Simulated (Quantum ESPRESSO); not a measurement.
## Relaxation of cell and atoms of Fe (part 1 of 3)

- system: Fe (P6₃/mmc, 2 atoms in the cell)
- method: Kohn-Sham DFT of a periodic cell, PBEsol, PseudoDojo 0.4.1 SR PBEsol standard, spin-polarised (Quantum ESPRESSO 7.5)

The structure derives from a Materials Project entry.

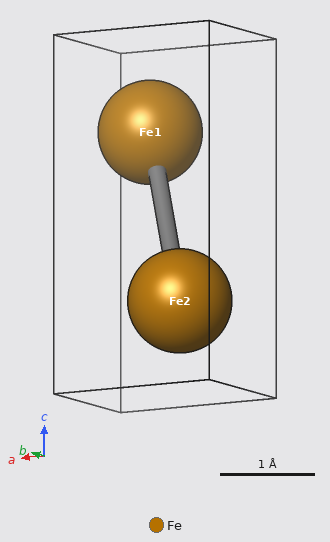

Figure 1. The input geometry (ball-and-stick view of the cell of the calculation, seen at an oblique angle; atoms are numbered from 1 in the order of the input). Near neighbours in the crystal (not all of them lie inside the picture): Fe has 12 Fe at 2.38 to 2.43 Å.

## Input
```
&CONTROL
  calculation = 'vc-relax'
  prefix = 'pwscf'
  outdir = './tmp'
  pseudo_dir = './pseudo'
  tprnfor = .true.
  tstress = .true.
  disk_io = 'low'
  nstep = 40
  forc_conv_thr = 0.0004
  etot_conv_thr = 1d-05
/
&SYSTEM
  ibrav = 0
  celldm(1) = 8
  nat = 2
  ntyp = 1
  ecutwfc = 90
  nbnd = 27
  occupations = 'smearing'
  smearing = 'fd'
  degauss = 0.00367493
  nspin = 2
  starting_magnetization(1) = 0.1875
/
&ELECTRONS
  conv_thr = 4d-10
  electron_maxstep = 120
  mixing_beta = 0.3
/
&IONS
  ion_dynamics = 'bfgs'
/
&CELL
  cell_dynamics = 'bfgs'
  press = 0
  press_conv_thr = 0.3
/
ATOMIC_SPECIES
Fe    55.8450 Fe.upf
CELL_PARAMETERS alat
  0.5749863975497   0.0000000000000   0.0000000000000
 -0.2874931987866   0.4979528271122   0.0000000000000
  0.0000000000000   0.0000000000000   0.9075254921324
ATOMIC_POSITIONS crystal
Fe     0.6666666667    0.3333333333    0.7500000000
Fe     0.3333333333    0.6666666667    0.2500000000
K_POINTS automatic
12 12 7 0 0 0
```

Hardware: 1 thread of Arm Neoverse V2, 24 GiB of memory available, shared host.

Command:
```bash
OMP_NUM_THREADS=1 pw.x -in pw.in > pw.out
```

## Log
```
This program is part of the open-source Quantum ESPRESSO suite
     for quantum simulation of materials; please cite
         "P. Giannozzi et al., J. Phys.:Condens. Matter 21 395502 (2009);
         "P. Giannozzi et al., J. Phys.:Condens. Matter 29 465901 (2017);
         "P. Giannozzi et al., J. Chem. Phys. 152 154105 (2020);
          URL
     in publications or presentations arising from this work. More details at

     Message from routine setup:
     using ibrav=0 with symmetry is DISCOURAGED, use correct ibrav instead

     G-vector sticks info
     --------------------
     sticks:   dense  smooth     PW     G-vecs:    dense   smooth      PW
     Sum         517     517    163                15319    15319    2599

     Using Slab Decomposition

     bravais-lattice index     =            0
     lattice parameter (alat)  =       8.0000  a.u.
     unit-cell volume          =     133.0377 (a.u.)^3
     number of atoms/cell      =            2
     number of atomic types    =            1
     number of electrons       =        32.00
     number of Kohn-Sham states=           27
     kinetic-energy cutoff     =      90.0000  Ry
     charge density cutoff     =     360.0000  Ry
     scf convergence threshold =      4.0E-10
     mixing beta               =       0.3000
     number of iterations used =            8  plain     mixing
     energy convergence thresh.=      1.0E-05
     force convergence thresh. =      4.0E-04
     press convergence thresh. =      3.0E-01
     Exchange-correlation= PBESOL
                           (   1   4  10   8   0   0   0)
     nstep                     =           40

     celldm(1)=   8.000000  celldm(2)=   0.000000  celldm(3)=   0.000000
     celldm(4)=   0.000000  celldm(5)=   0.000000  celldm(6)=   0.000000

     crystal axes: (cart. coord. in units of alat)
               a(1) = (   0.574986   0.000000   0.000000 )
               a(2) = (  -0.287493   0.497953   0.000000 )
               a(3) = (   0.000000   0.000000   0.907525 )

     reciprocal axes: (cart. coord. in units 2 pi/alat)
               b(1) = (  1.739172  1.004111 -0.000000 )
               b(2) = (  0.000000  2.008222  0.000000 )
               b(3) = (  0.000000 -0.000000  1.101897 )

     PseudoPot. # 1 for Fe read from file:
     Fe.upf
     Pseudo is Norm-conserving + core correction, Zval = 16.0
     Generated using ONCVPSP code by D. R. Hamann
     Using radial grid of 1426 points,  6 beta functions with:
                l(1) =   0
                l(2) =   0
                l(3) =   1
                l(4) =   1
                l(5) =   2
                l(6) =   2

     atomic species   valence    mass     pseudopotential
     Fe               16.00    55.84500     Fe( 1.00)

     Starting magnetic structure
     atomic species   magnetization
     Fe              0.188

     24 Sym. Ops., with inversion, found (12 have fractional translation)

   Cartesian axes

     site n.     atom                  positions (alat units)
         1        Fe     tau(   1) = (   0.2874932   0.1659843   0.6806441  )
         2        Fe     tau(   2) = (  -0.0000000   0.3319686   0.2268814  )

     number of k points=    76  Fermi-Dirac smearing, width (Ry)=  0.0037
                       cart. coord. in units 2pi/alat
        k(    1) = (   0.0000000   0.0000000   0.0000000), wk =   0.0009921
        k(    2) = (   0.0000000   0.0000000   0.1574139), wk =   0.0019841
        k(    3) = (   0.0000000   0.0000000   0.3148278), wk =   0.0019841
        k(    4) = (   0.0000000   0.0000000   0.4722418), wk =   0.0019841
        k(    5) = (   0.0000000   0.1673519   0.0000000), wk =   0.0059524
        k(    6) = (   0.0000000   0.1673519   0.1574139), wk =   0.0119048
        k(    7) = (   0.0000000   0.1673519   0.3148278), wk =   0.0119048
        k(    8) = (   0.0000000   0.1673519   0.4722418), wk =   0.0119048
        k(    9) = (   0.0000000   0.3347037   0.0000000), wk =   0.0059524
        k(   10) = (   0.0000000   0.3347037   0.1574139), wk =   0.0119048
        k(   11) = (   0.0000000   0.3347037   0.3148278), wk =   0.0119048
        k(   12) = (   0.0000000   0.3347037   0.4722418), wk =   0.0119048
        k(   13) = (   0.0000000   0.5020556   0.0000000), wk =   0.0059524
        k(   14) = (   0.0000000   0.5020556   0.1574139), wk =   0.0119048
        k(   15) = (   0.0000000   0.5020556   0.3148278), wk =   0.0119048
        k(   16) = (   0.0000000   0.5020556   0.4722418), wk =   0.0119048
        k(   17) = (   0.0000000   0.6694075   0.0000000), wk =   0.0059524
        k(   18) = (   0.0000000   0.6694075   0.1574139), wk =   0.0119048
        k(   19) = (   0.0000000   0.6694075   0.3148278), wk =   0.0119048
        k(   20) = (   0.0000000   0.6694075   0.4722418), wk =   0.0119048
        k(   21) = (   0.0000000   0.8367593   0.0000000), wk =   0.0059524
        k(   22) = (   0.0000000   0.8367593   0.1574139), wk =   0.0119048
        k(   23) = (   0.0000000   0.8367593   0.3148278), wk =   0.0119048
        k(   24) = (   0.0000000   0.8367593   0.4722418), wk =   0.0119048
        k(   25) = (   0.0000000  -1.0041112   0.0000000), wk =   0.0029762
        k(   26) = (   0.0000000  -1.0041112   0.1574139), wk =   0.0059524
        k(   27) = (   0.0000000  -1.0041112   0.3148278), wk =   0.0059524
        k(   28) = (   0.0000000  -1.0041112   0.4722418), wk =   0.0059524
        k(   29) = (   0.1449310   0.2510278   0.0000000), wk =   0.0059524
        k(   30) = (   0.1449310   0.2510278   0.1574139), wk =   0.0119048
        k(   31) = (   0.1449310   0.2510278   0.3148278), wk =   0.0119048
        k(   32) = (   0.1449310   0.2510278   0.4722418), wk =   0.0119048
        k(   33) = (   0.1449310   0.4183797   0.0000000), wk =   0.0119048
        k(   34) = (   0.1449310   0.4183797   0.1574139), wk =   0.0238095
        k(   35) = (   0.1449310   0.4183797   0.3148278), wk =   0.0238095
        k(   36) = (   0.1449310   0.4183797   0.4722418), wk =   0.0238095
        k(   37) = (   0.1449310   0.5857315   0.0000000), wk =   0.0119048
        k(   38) = (   0.1449310   0.5857315   0.1574139), wk =   0.0238095
        k(   39) = (   0.1449310   0.5857315   0.3148278), wk =   0.0238095
        k(   40) = (   0.1449310   0.5857315   0.4722418), wk =   0.0238095
        k(   41) = (   0.1449310   0.7530834   0.0000000), wk =   0.0119048
        k(   42) = (   0.1449310   0.7530834   0.1574139), wk =   0.0238095
        k(   43) = (   0.1449310   0.7530834   0.3148278), wk =   0.0238095
        k(   44) = (   0.1449310   0.7530834   0.4722418), wk =   0.0238095
        k(   45) = (   0.1449310   0.9204352   0.0000000), wk =   0.0119048
        k(   46) = (   0.1449310   0.9204352   0.1574139), wk =   0.0238095
        k(   47) = (   0.1449310   0.9204352   0.3148278), wk =   0.0238095
        k(   48) = (   0.1449310   0.9204352   0.4722418), wk =   0.0238095
        k(   49) = (   0.2898619   0.5020556   0.0000000), wk =   0.0059524
        k(   50) = (   0.2898619   0.5020556   0.1574139), wk =   0.0119048
        k(   51) = (   0.2898619   0.5020556   0.3148278), wk =   0.0119048
        k(   52) = (   0.2898619   0.5020556   0.4722418), wk =   0.0119048
        k(   53) = (   0.2898619   0.6694075   0.0000000), wk =   0.0119048
        k(   54) = (   0.2898619   0.6694075   0.1574139), wk =   0.0238095
        k(   55) = (   0.2898619   0.6694075   0.3148278), wk =   0.0238095
        k(   56) = (   0.2898619   0.6694075   0.4722418), wk =   0.0238095
        k(   57) = (   0.2898619   0.8367593   0.0000000), wk =   0.0119048
        k(   58) = (   0.2898619   0.8367593   0.1574139), wk =   0.0238095
        k(   59) = (   0.2898619   0.8367593   0.3148278), wk =   0.0238095
        k(   60) = (   0.2898619   0.8367593   0.4722418), wk =   0.0238095
        k(   61) = (   0.2898619   1.0041112   0.0000000), wk =   0.0059524
        k(   62) = (   0.2898619   1.0041112   0.1574139), wk =   0.0119048
        k(   63) = (   0.2898619   1.0041112   0.3148278), wk =   0.0119048
        k(   64) = (   0.2898619   1.0041112   0.4722418), wk =   0.0119048
        k(   65) = (   0.4347929   0.7530834   0.0000000), wk =   0.0059524
        k(   66) = (   0.4347929   0.7530834   0.1574139), wk =   0.0119048
        k(   67) = (   0.4347929   0.7530834   0.3148278), wk =   0.0119048
        k(   68) = (   0.4347929   0.7530834   0.4722418), wk =   0.0119048
        k(   69) = (   0.4347929   0.9204352   0.0000000), wk =   0.0119048
        k(   70) = (   0.4347929   0.9204352   0.1574139), wk =   0.0238095
        k(   71) = (   0.4347929   0.9204352   0.3148278), wk =   0.0238095
        k(   72) = (   0.4347929   0.9204352   0.4722418), wk =   0.0238095
        k(   73) = (   0.5797239   1.0041112   0.0000000), wk =   0.0019841
        k(   74) = (   0.5797239   1.0041112   0.1574139), wk =   0.0039683
        k(   75) = (   0.5797239   1.0041112   0.3148278), wk =   0.0039683
        k(   76) = (   0.5797239   1.0041112   0.4722418), wk =   0.0039683

     Dense  grid:    15319 G-vectors     FFT dimensions: (  27,  27,  48)

     Generating pointlists ...
     new r_m :   0.2319 (alat units)  1.8554 (a.u.) for type    1

     Initial potential from superposition of free atoms

     starting charge      31.9993, renormalised to      32.0000
     Starting wfcs are   20 randomized atomic wfcs +    7 random wfcs

     Self-consistent Calculation

     iteration #  1     ecut=    90.00 Ry     beta= 0.30
     Davidson diagonalization with overlap
     ethr =  1.00E-02,  avg # of iterations =  3.9

     Threshold (ethr) on eigenvalues was too large:
     Diagonalizing with lowered threshold

     Davidson diagonalization with overlap
     ethr =  3.40E-04,  avg # of iterations =  1.3

     total energy              =    -500.78990060 Ry
     estimated scf accuracy    <       0.10976322 Ry

     total magnetization       =     4.23 Bohr mag/cell
     absolute magnetization    =     4.24 Bohr mag/cell

     iteration #  2     ecut=    90.00 Ry     beta= 0.30
     Davidson diagonalization with overlap
     ethr =  3.43E-04,  avg # of iterations =  1.0

     total energy              =    -500.80780984 Ry
     estimated scf accuracy    <       0.03328696 Ry

     total magnetization       =     4.18 Bohr mag/cell
     absolute magnetization    =     4.21 Bohr mag/cell

     iteration #  3     ecut=    90.00 Ry     beta= 0.30
     Davidson diagonalization with overlap
     ethr =  1.04E-04,  avg # of iterations =  1.3

     total energy              =    -500.81903817 Ry
     estimated scf accuracy    <       0.01846530 Ry

     total magnetization       =     3.79 Bohr mag/cell
     absolute magnetization    =     3.85 Bohr mag/cell

     iteration #  4     ecut=    90.00 Ry     beta= 0.30
     Davidson diagonalization with overlap
     ethr =  5.77E-05,  avg # of iterations =  1.2

     total energy              =    -500.82981083 Ry
     estimated scf accuracy    <       0.00900906 Ry

     total magnetization       =     2.95 Bohr mag/cell
     absolute magnetization    =     3.09 Bohr mag/cell

     iteration #  5     ecut=    90.00 Ry     beta= 0.30
     Davidson diagonalization with overlap
     ethr =  2.82E-05,  avg # of iterations =  1.3

     total energy              =    -500.54652019 Ry
     estimated scf accuracy    <       0.00979777 Ry

     total magnetization       =     2.50 Bohr mag/cell
     absolute magnetization    =     2.66 Bohr mag/cell

     iteration #  6     ecut=    90.00 Ry     beta= 0.30
     Davidson diagonalization with overlap
     ethr =  2.82E-05,  avg # of iterations =  2.3

     total energy              =    -500.66836162 Ry
     estimated scf accuracy    <       0.09169826 Ry

     total magnetization       =     5.47 Bohr mag/cell
     absolute magnetization    =     5.62 Bohr mag/cell

     iteration #  7     ecut=    90.00 Ry     beta= 0.30
     Davidson diagonalization with overlap
     ethr =  2.82E-05,  avg # of iterations =  2.3

     total energy              =    -500.85356363 Ry
     estimated scf accuracy    <       0.00711430 Ry

     total magnetization       =     1.52 Bohr mag/cell
     absolute magnetization    =     1.67 Bohr mag/cell

     iteration #  8     ecut=    90.00 Ry     beta= 0.30
     Davidson diagonalization with overlap
     ethr =  2.22E-05,  avg # of iterations =  1.1

     total energy              =    -500.85559491 Ry
     estimated scf accuracy    <       0.00553579 Ry

     total magnetization       =     1.27 Bohr mag/cell
     absolute magnetization    =     1.41 Bohr mag/cell

     iteration #  9     ecut=    90.00 Ry     beta= 0.30
     Davidson diagonalization with overlap
     ethr =  1.73E-05,  avg # of iterations =  1.0

     total energy              =    -500.85475056 Ry
     estimated scf accuracy    <       0.00517414 Ry

     total magnetization       =     1.20 Bohr mag/cell
     absolute magnetization    =     1.34 Bohr mag/cell

     iteration # 10     ecut=    90.00 Ry     beta= 0.30
     Davidson diagonalization with overlap
     ethr =  1.62E-05,  avg # of iterations =  1.5

     total energy              =    -500.86577300 Ry
     estimated scf accuracy    <       0.00101348 Ry

     total magnetization       =     0.41 Bohr mag/cell
     absolute magnetization    =     0.49 Bohr mag/cell

     iteration # 11     ecut=    90.00 Ry     beta= 0.30
     Davidson diagonalization with overlap
     ethr =  3.17E-06,  avg # of iterations =  1.8

     total energy              =    -500.86619866 Ry
     estimated scf accuracy    <       0.00071919 Ry

     total magnetization       =     0.19 Bohr mag/cell
     absolute magnetization    =     0.26 Bohr mag/cell

     iteration # 12     ecut=    90.00 Ry     beta= 0.30
     Davidson diagonalization with overlap
     ethr =  2.25E-06,  avg # of iterations =  1.7

     total energy              =    -500.86255424 Ry
     estimated scf accuracy    <       0.00081245 Ry

     total magnetization       =    -0.04 Bohr mag/cell
     absolute magnetization    =     0.05 Bohr mag/cell

     iteration # 13     ecut=    90.00 Ry     beta= 0.30
     Davidson diagonalization with overlap
     ethr =  2.25E-06,  avg # of iterations =  2.0

     total energy              =    -500.86317056 Ry
     estimated scf accuracy    <       0.00146926 Ry

     total magnetization       =    -0.40 Bohr mag/cell
     absolute magnetization    =     0.44 Bohr mag/cell

     iteration # 14     ecut=    90.00 Ry     beta= 0.30
     Davidson diagonalization with overlap
     ethr =  2.25E-06,  avg # of iterations =  2.0

     total energy              =    -500.86399243 Ry
     estimated scf accuracy    <       0.00021155 Ry

     total magnetization       =     0.05 Bohr mag/cell
     absolute magnetization    =     0.07 Bohr mag/cell

     iteration # 15     ecut=    90.00 Ry     beta= 0.30
     Davidson diagonalization with overlap
     ethr =  6.61E-07,  avg # of iterations =  2.0

     total energy              =    -500.86672543 Ry
     estimated scf accuracy    <       0.00098055 Ry

     total magnetization       =    -0.30 Bohr mag/cell
     absolute magnetization    =     0.33 Bohr mag/cell

     iteration # 16     ecut=    90.00 Ry     beta= 0.30
     Davidson diagonalization with overlap
     ethr =  6.61E-07,  avg # of iterations =  1.0

     total energy              =    -500.86667928 Ry
     estimated scf accuracy    <       0.00074536 Ry

     total magnetization       =    -0.25 Bohr mag/cell
     absolute magnetization    =     0.28 Bohr mag/cell

     iteration # 17     ecut=    90.00 Ry     beta= 0.30
     Davidson diagonalization with overlap
     ethr =  6.61E-07,  avg # of iterations =  1.0

     total energy              =    -500.86687330 Ry
     estimated scf accuracy    <       0.00083263 Ry

     total magnetization       =    -0.27 Bohr mag/cell
     absolute magnetization    =     0.29 Bohr mag/cell

     iteration # 18     ecut=    90.00 Ry     beta= 0.30
     Davidson diagonalization with overlap
     ethr =  6.61E-07,  avg # of iterations =  1.0

     total energy              =    -500.86395921 Ry
     estimated scf accuracy    <       0.00059035 Ry

     total magnetization       =    -0.22 Bohr mag/cell
     absolute magnetization    =     0.24 Bohr mag/cell

     iteration # 19     ecut=    90.00 Ry     beta= 0.30
     Davidson diagonalization with overlap
     ethr =  6.61E-07,  avg # of iterations =  2.1

     total energy              =    -500.86647815 Ry
     estimated scf accuracy    <       0.00023004 Ry

     total magnetization       =     0.17 Bohr mag/cell
     absolute magnetization    =     0.19 Bohr mag/cell

     iteration # 20     ecut=    90.00 Ry     beta= 0.30
     Davidson diagonalization with overlap
     ethr =  6.61E-07,  avg # of iterations =  2.0

     total energy              =    -500.86726202 Ry
     estimated scf accuracy    <       0.00005673 Ry

     total magnetization       =    -0.03 Bohr mag/cell
     absolute magnetization    =     0.04 Bohr mag/cell

     iteration # 21     ecut=    90.00 Ry     beta= 0.30
     Davidson diagonalization with overlap
     ethr =  1.77E-07,  avg # of iterations =  1.4
```
